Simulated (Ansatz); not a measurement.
# Mo: a changed input and its effect

System: Mo (Pm-3m, 1 atom in the cell).
Method of run 1: DFT, LDA (PW92), plane waves (420 eV) with PAW, scalar-relativistic, no spin polarisation (Ansatz 0.2.0).

Text and figures count atoms from 1; the logs count them from 0 in places.

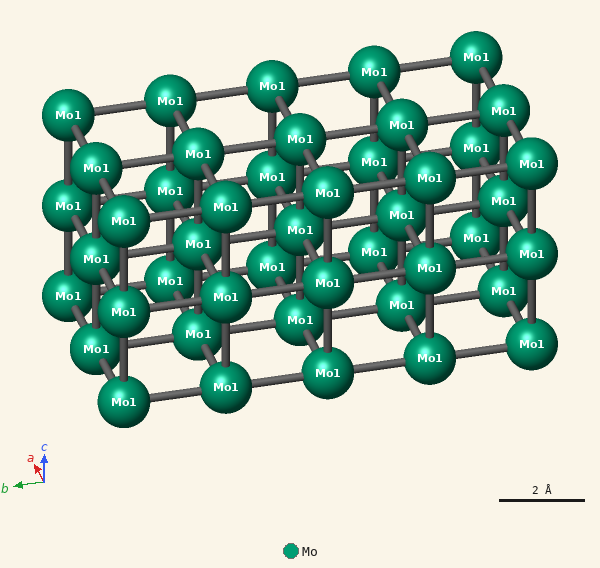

Fig. 1: The structure as given in the input (ball-and-stick view of the cell of the calculation, repeated 2 × 4 × 2, seen at an oblique angle; atoms are numbered from 1 in the order of the input).

## Input, run 1
```yaml
crystal:
  lattice:
    - [2.4877597806, 0.0, 0.0]
    - [0.0, 2.4877597806, 0.0]
    - [0.0, 0.0, 2.4877597806]
  atoms:
    - { symbol: Mo, position: [0.0, 0.0, 0.0] }
hamiltonian:
  xc: lda
  pseudopotentials:
    kind: paw
    azcp:
      Mo: "pseudopotentials/Mo.paw.azcp"
basis:
  ecutwfc: 420
  fft_grid_basis: typed
kpoints:
  mp_grid: { grid: [14, 14, 14], shift: [0, 0, 0] }
magnetization:
  spin_polarized: false
scf:
  occupations: { method: fermi_dirac, width: 0.1 }
  lower_state_search: "off"
output:
  stress: true
```

Hardware: 2 threads of an x86-64 CPU, shared host.

## Output, shortened to warnings, some set-up lines, iterations and results (run 1)
```
Warning: [file] the record states the generating functional pbe (its physics header spells it `PBE`), which answers neither for hamiltonian.xc's functional nor for the lda family's — results may be inconsistent (PPs are generated against a specific XC)
Basis set: ecut = 420 eV, 305 PW (Γ)
Symmetry: 48 space group operations
k-points: 120 of 2744
Initial density: superposition of atomic densities (neutral atoms: chi_scale 0, normalization atom), corrected by the library's trained network
[...]
SCF iter   1: F=—  HF=-4841.626326 eV  |F-HF|=—  |Δ(HF+E_count)|=         —  Δρ=7.70e-3  dr2=2.96e-3  ethr=1.77e-3  ⟨swp⟩=5.0  Hψ=7846  notcnv=0
SCF iter   2: F=—  HF=-4841.626089 eV  |F-HF|=—  |Δ(HF+E_count)|=   2.37e-4  Δρ=4.34e-3  dr2=8.72e-4  ethr=2.11e-5  ⟨swp⟩=1.6  Hψ=2413  notcnv=0
SCF iter   3: F=—  HF=-4841.626137 eV  |F-HF|=—  |Δ(HF+E_count)|=   4.79e-5  Δρ=6.30e-4  dr2=5.66e-5  ethr=6.23e-6  ⟨swp⟩=1.0  Hψ=1320  notcnv=0
SCF iter   4: F=—  HF=-4841.626115 eV  |F-HF|=—  |Δ(HF+E_count)|=   2.14e-5  Δρ=1.68e-4  dr2=1.56e-6  ethr=4.05e-7  ⟨swp⟩=2.9  Hψ=2163  notcnv=0
SCF iter   5: F=—  HF=-4841.626115 eV  |F-HF|=—  |Δ(HF+E_count)|=   3.67e-7  Δρ=5.71e-5  dr2=3.51e-7  ethr=1.11e-8  ⟨swp⟩=2.0  Hψ=2164  notcnv=0
SCF iter   6: F=-4841.626115 eV  HF=-4841.626115 eV  |F-HF|=1.27e-8  |Δ(HF+E_count)|=   1.43e-7  Δρ=1.25e-5  dr2=1.47e-8  ethr=7.14e-10  ⟨swp⟩=4.1  Hψ=4238  notcnv=0
SCF 1 converged in 6 iterations: F = -4841.626115 eV  dr2 = 1.47e-8
SCF converged after 6 iterations
Free energy (F): -4841.626115 eV
Harris-Foulkes:  -4841.626115 eV  (|F-HF|=1.27e-8)
Internal energy: -4841.594426 eV  (E = F + TS)
E sigma→0 (E₀):  -4841.610270 eV
Entropy (-TS):   -0.031689 eV (-31.689 meV/atom)
Fermi energy:    21.084676 eV
--- Per-component energies (eV) ---
  E_band       = -53.203349
  E_kinetic    = 447.069066
  E_local      = -841.161363  (includes V_loc(G=0)·N_el)
  E_nonlocal   = 151.175715
  E_hartree    = 284.611362
  E_xc         = -183.457944
  E_vxc        = -230.036449  (∫ρ·V_xc dr)
  E_paw        = -3090.865902  (= ΣΔE_a)
  E_vpaw       = -149.469328  (= ΣTr[D̂ρ^β])
  E_aug_tail   = 0.000025  (compensation charges beyond the density's cutoff)
  E_ewald      = -1609.438201
  E_core_change = 0.472816  (= ΣΔE_core)
  E_smearing   = -0.031689  (= −TS)
  E_closure    = -0.000000  (closes the sum)
  Σ components = -4841.626115   (vs F -4841.626115, Δ=0.00e0)
--- Stress (GPa, compression-positive) ---
       19.893467       0.000000       0.000000
        0.000000      19.893467       0.000000
        0.000000       0.000000      19.893467
  P = ⅓ Tr σ = 19.8935 GPa (198.935 kbar)
```

For run 2 the input was changed thus:
```diff
-    - [2.4877597806, 0.0, 0.0]
-    - [0.0, 2.4877597806, 0.0]
-    - [0.0, 0.0, 2.4877597806]
+    - [2.4511697628, 0.0, 0.0]
+    - [0.0, 2.4511697628, 0.0]
+    - [0.0, 0.0, 2.4511697628]
```

How does run 2 compare with run 1?

With the same functional and potentials, run 2 lies 112.2 meV per atom higher. The pressure goes from 19.89 to 34.32 GPa. The volume per atom goes from 15.40 to 14.73 Å³. The cell is scaled evenly with the atoms at fixed fractional positions, so −ΔP/Δ ln V estimates the bulk modulus midway between the two volumes: about 320 GPa. The number of SCF iterations is the same. The plane waves at Γ go from 305 to 257.

## Output, shortened to warnings, some set-up lines, iterations and results (run 2)
```
Warning: [file] the record states the generating functional pbe (its physics header spells it `PBE`), which answers neither for hamiltonian.xc's functional nor for the lda family's — results may be inconsistent (PPs are generated against a specific XC)
Basis set: ecut = 420 eV, 257 PW (Γ)
Symmetry: 48 space group operations
k-points: 120 of 2744
Initial density: superposition of atomic densities (neutral atoms: chi_scale 0, normalization atom), corrected by the library's trained network
[...]
SCF iter   1: F=—  HF=-4841.513968 eV  |F-HF|=—  |Δ(HF+E_count)|=         —  Δρ=8.17e-3  dr2=3.17e-3  ethr=1.77e-3  ⟨swp⟩=5.0  Hψ=7839  notcnv=0
SCF iter   2: F=—  HF=-4841.513860 eV  |F-HF|=—  |Δ(HF+E_count)|=   1.08e-4  Δρ=4.61e-3  dr2=9.66e-4  ethr=2.27e-5  ⟨swp⟩=1.6  Hψ=2393  notcnv=0
SCF iter   3: F=—  HF=-4841.513955 eV  |F-HF|=—  |Δ(HF+E_count)|=   9.47e-5  Δρ=5.61e-4  dr2=4.01e-5  ethr=6.90e-6  ⟨swp⟩=1.0  Hψ=1320  notcnv=0
SCF iter   4: F=—  HF=-4841.513938 eV  |F-HF|=—  |Δ(HF+E_count)|=   1.68e-5  Δρ=1.65e-4  dr2=1.23e-6  ethr=2.87e-7  ⟨swp⟩=2.9  Hψ=2182  notcnv=0
SCF iter   5: F=—  HF=-4841.513938 eV  |F-HF|=—  |Δ(HF+E_count)|=   2.41e-7  Δρ=4.99e-5  dr2=2.51e-7  ethr=8.77e-9  ⟨swp⟩=2.0  Hψ=2162  notcnv=0
SCF iter   6: F=-4841.513938 eV  HF=-4841.513938 eV  |F-HF|=5.34e-9  |Δ(HF+E_count)|=   1.06e-7  Δρ=8.99e-6  dr2=6.22e-9  ethr=7.14e-10  ⟨swp⟩=4.0  Hψ=4219  notcnv=0
SCF 1 converged in 6 iterations: F = -4841.513938 eV  dr2 = 6.22e-9
SCF converged after 6 iterations
Free energy (F): -4841.513938 eV
Harris-Foulkes:  -4841.513938 eV  (|F-HF|=5.34e-9)
Internal energy: -4841.484333 eV  (E = F + TS)
E sigma→0 (E₀):  -4841.499136 eV
Entropy (-TS):   -0.029604 eV (-29.604 meV/atom)
Fermi energy:    22.206988 eV
--- Per-component energies (eV) ---
  E_band       = -38.491307
  E_kinetic    = 449.246653
  E_local      = -809.624532  (includes V_loc(G=0)·N_el)
  E_nonlocal   = 151.715366
  E_hartree    = 275.523573
  E_xc         = -184.161722
  E_vxc        = -230.961714  (∫ρ·V_xc dr)
  E_paw        = -3091.193308  (= ΣΔE_a)
  E_vpaw       = -149.911957  (= ΣTr[D̂ρ^β])
  E_aug_tail   = 0.000030  (compensation charges beyond the density's cutoff)
  E_ewald      = -1633.463209
  E_core_change = 0.472816  (= ΣΔE_core)
  E_smearing   = -0.029604  (= −TS)
  E_closure    = 0.000000  (closes the sum)
  Σ components = -4841.513938   (vs F -4841.513938, Δ=0.00e0)
--- Stress (GPa, compression-positive) ---
       34.315740       0.000000       0.000000
        0.000000      34.315740       0.000000
        0.000000       0.000000      34.315740
  P = ⅓ Tr σ = 34.3157 GPa (343.157 kbar)
```

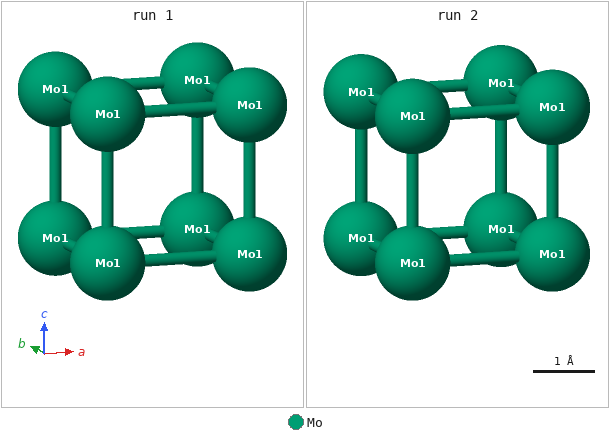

Fig. 2: The two input geometries at one scale (ball-and-stick view of the cell of the calculation, seen slightly off an axis). The atoms keep their places relative to the cell (all moves are under 0.005 Å). The drawn cell changes as follows: a = b = c 2.488 → 2.451 Å (−1.5 %); the volume changes by −4.3 %. Among the contacts that change: Mo1–Mo1 2.488 → 2.451 Å.

## The two runs side by side

```csv
quantity,run 1,run 2
outcome,converged,converged
free energy per atom (eV),−4841.6261,−4841.5139
"energy per atom, smearing taken to zero (eV)",−4841.6103,−4841.4991
pressure (GPa),19.89,34.32
volume per atom (Å³),15.40,14.73
SCF iterations,6,6
irreducible k-points,120,120
plane waves at Γ,305,257
wall time (shared host),0.65 s,0.66 s
```

For both runs: Warnings: the PAW datasets were made with another functional. For run 1: The cell is under a pressure of 19.9 GPa at this level, so it is not at its equilibrium volume. For run 2: The cell is under a pressure of 34 GPa at this level, so it is not at its equilibrium volume.
